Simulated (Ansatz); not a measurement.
C (slab)

The calculation's input:

```
crystal:
  lattice:
    - [2.4649796696, 0.0, 0.0]
    - [-1.2324898348, 2.1347350137, 0.0]
    - [0.0, 0.0, 27.1076501055]
  atoms:
    - { symbol: C, position: [0.0, 0.0, 0.3135646285] }
    - { symbol: C, position: [0.6666666667, 0.3333333333, 0.3135646198] }
    - { symbol: C, position: [0.0, 0.0, 0.4378548791] }
    - { symbol: C, position: [0.3333333333, 0.6666666667, 0.4378548704] }
    - { symbol: C, position: [0.0, 0.0, 0.5621451296] }
    - { symbol: C, position: [0.6666666667, 0.3333333333, 0.5621451209] }
    - { symbol: C, position: [0.0, 0.0, 0.6864353802] }
    - { symbol: C, position: [0.3333333333, 0.6666666667, 0.6864353715] }
basis:
  ecutwfc: 420
kpoints:
  mp_grid: { grid: [12, 12, 1] }
hamiltonian:
  xc: pbe
  dispersion: d3bj
scf:
  occupations: { method: gaussian, width: 0.1 }
output:
  forces: true
  eigenvalues: true
  write_density: true
  write_potential: true
  elf: true
  volumetric_format: npy
relax:
  adjacent_minimum: "off"
  f_tol: 0.03
  max_steps: 70
  constraints: [{ sites: [0, 1, 2, 3] }]
efield:
  axis: 3
  dipole_correction: true
  ramp_width: 0.04
```

Run with:

```sh
ansatz run input.yaml --threads 2 --pin off --max-ram 5120MiB --backend cpu --events-out ev --progress --plain --runs-dir out
```

These are results of DFT PBE+D3(BJ), scalar-relativistic, plane waves, PAW in Ansatz, not measurements.

What can the converged valence pseudo-density and electron localisation function tell about the bonding?

C–C (1.42 Å): the density is about 2 e/Å³ at the midpoint; the ELF peaks at about 0.95 between the atoms; a covalent bond.

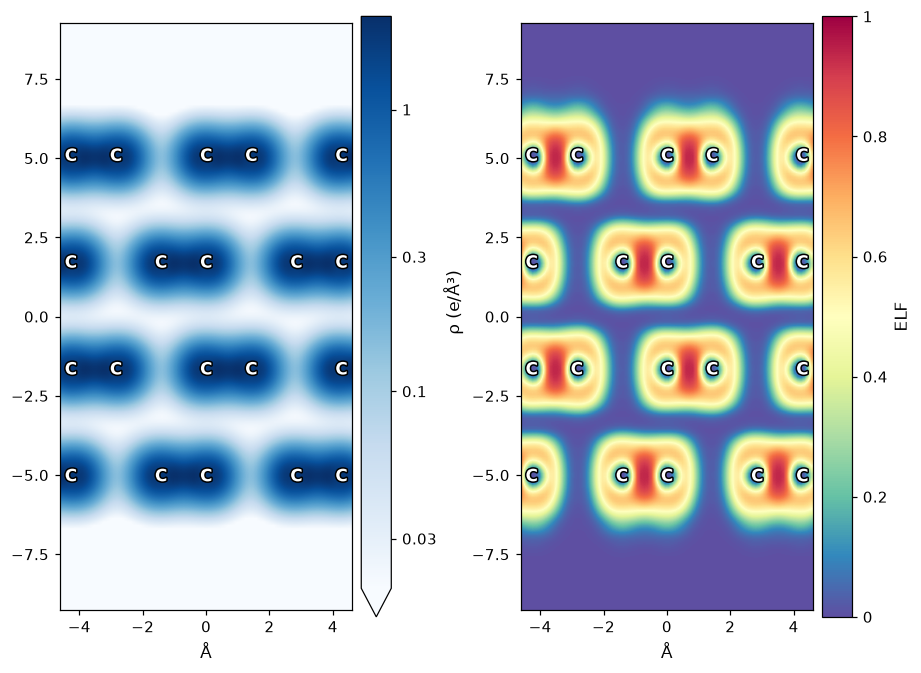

Computed valence pseudo-density and electron localisation function on the (110) plane of the calculation cell, a cut from vacuum to vacuum, in this order. 

The density is the valence pseudo-density of a PAW calculation; it isn't the true density close to the nuclei.
